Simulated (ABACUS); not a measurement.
**SiC: 7 runs along one coordinate**

System: SiC (2 atoms in the cell).
Method: Kohn-Sham DFT of a periodic cell, PBE, PseudoDojo NC SR 0.4.1 PBE standard, no spin polarisation (ABACUS 3.10.1).

The 7 runs differ only in the geometry, by an even scaling of the cell at fixed fractional positions. The structure derives from an entry of the Crystallography Open Database.

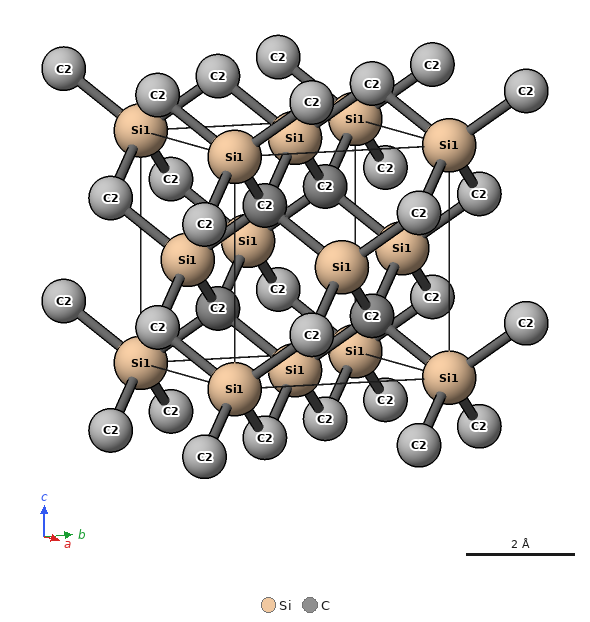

Figure 1. The structure of run 4 (ball-and-stick view of the cell 4 times as large as that of the calculation, set on its symmetry axes, seen slightly off an axis; neighbours outside the cell are drawn fainter; atoms are numbered from 1 in the order of the input).

### The input of run 4
```
INPUT_PARAMETERS
suffix              SiC
calculation         scf
basis_type          lcao
pseudo_dir          ./
orbital_dir         ./
symmetry            1
dft_functional      pbe
ecutwfc             100
pseudo_rcut         10
nspin               1
nbands              8
ks_solver           genelpa
smearing_method     fd
smearing_sigma      0.00367493
scf_thr             1e-07
scf_nmax            100
mixing_type         broyden
mixing_beta         0.7
cal_force           1
cal_stress          1
out_mul             1
out_chg             1
out_pot             2
out_elf             1
```

### File STRU of run 4
```
ATOMIC_SPECIES
Si 28.0850 Si.upf
C 12.0110 C.upf

NUMERICAL_ORBITAL
Si_confined-atom_7au_3s3p2d1f.orb
C_confined-atom_6au_3s3p2d1f.orb

LATTICE_CONSTANT
1.8897261246

LATTICE_VECTORS
0.0000000000 2.1790000000 2.1790000000
2.1790000000 0.0000000000 2.1790000000
2.1790000000 2.1790000000 0.0000000000

ATOMIC_POSITIONS
Direct

Si
0.0
1
0.0000000000 0.0000000000 0.0000000000 1 1 1

C
0.0
1
0.7500000000 0.7500000000 0.7500000000 1 1 1
```

### File KPT of run 4
```
K_POINTS
0
Gamma
10 10 10 0 0 0
```

Command:
```bash
OMP_NUM_THREADS=1 mpirun -np 4 abacus > log
```

Run 2 differs from it as follows:
```diff
-out_chg             1
-out_pot             2
-out_elf             1
-0.0000000000 2.1790000000 2.1790000000
-2.1790000000 0.0000000000 2.1790000000
-2.1790000000 2.1790000000 0.0000000000
+0.0000000000 2.1495504440 2.1495504440
+2.1495504440 0.0000000000 2.1495504440
+2.1495504440 2.1495504440 0.0000000000
```

### Results, with one run withheld

```tsv
run	volume per atom (Å³)	free energy per atom, from the lowest run given (meV)	pressure (GPa)	gap on the mesh (eV)
1	9.725	44.19	19.18	1.32
2	9.932	?	?	?
3	10.139	9.24	8.23	1.36
4	10.346	1.72	3.51	1.38
5	10.553	0.00	−0.78	1.40
6	10.760	3.56	−4.66	1.42
7	10.967	11.89	−8.19	1.43
```

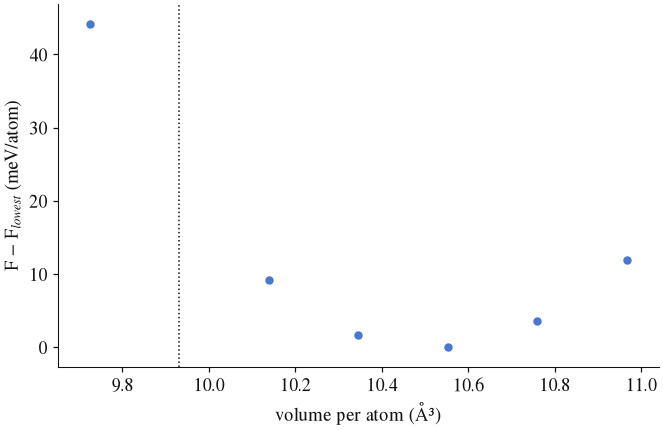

Figure 2. Free energy per atom of the runs given; the dotted line marks run 2.

What should run 2 give?

A cubic polynomial in V^(−2/3) (the Birch–Murnaghan form), fitted to the 6 runs given, misses them by under 0.01 meV per atom. With x = V^(−2/3) − 0.20986 Å⁻², it reads F = 0.7079 + 1070.8 x + 3.583e+05 x² − 28348 x³ (meV per atom). At run 2 it gives 23.18 meV per atom, and the run itself gives 23.19. The slope of the fit gives a pressure −dF/dV of 13.43 GPa there, and the run prints 13.44 GPa. The fit has its minimum at 10.514 Å³ per atom, where V d²F/dV² gives 211 GPa: the bulk modulus at this level, since symmetry fixes the shape and the positions. The gap on the mesh goes, without turning, from 1.32 eV in run 1 to 1.43 eV in run 7; run 2 has 1.34 eV. These are gaps of this functional on this mesh, which can miss the band edges; they aren't the measured gap.

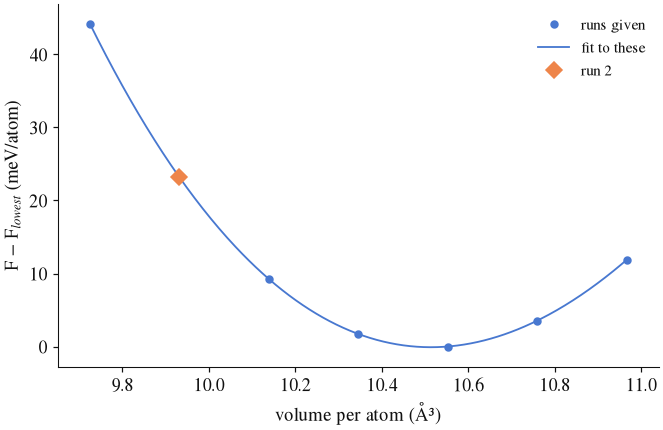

Figure 3. The fit and the withheld run.

### Some lines of the output (run 2)
```
[...]
 E_Fermi        0.7503020532         10.2083831441
 E_Fermi        0.8104233066         11.0263747613
 E_Fermi        0.7841317993         10.6686604535
 E_Fermi        0.7866201396         10.7025160602
 E_Fermi        0.7868595735         10.7057737251
 E_Fermi        0.7869091183         10.7064478165
 E_Fermi        0.7869172167         10.7065580015
 E_Fermi        0.7869161471         10.7065434481
 E_KS(sigma->0) -20.5336598454       -279.3747746915
 E_Fermi        0.7869161988         10.7065441519
 final etot is -279.3747747 eV
 EFERMI = 10.706544152 eV
 TOTAL-PRESSURE: 134.385317 KBAR
 !FINAL_ETOT_IS -279.3747747012897094 eV
```

Notes: Points of doubt noted for this run: home made orbitals.
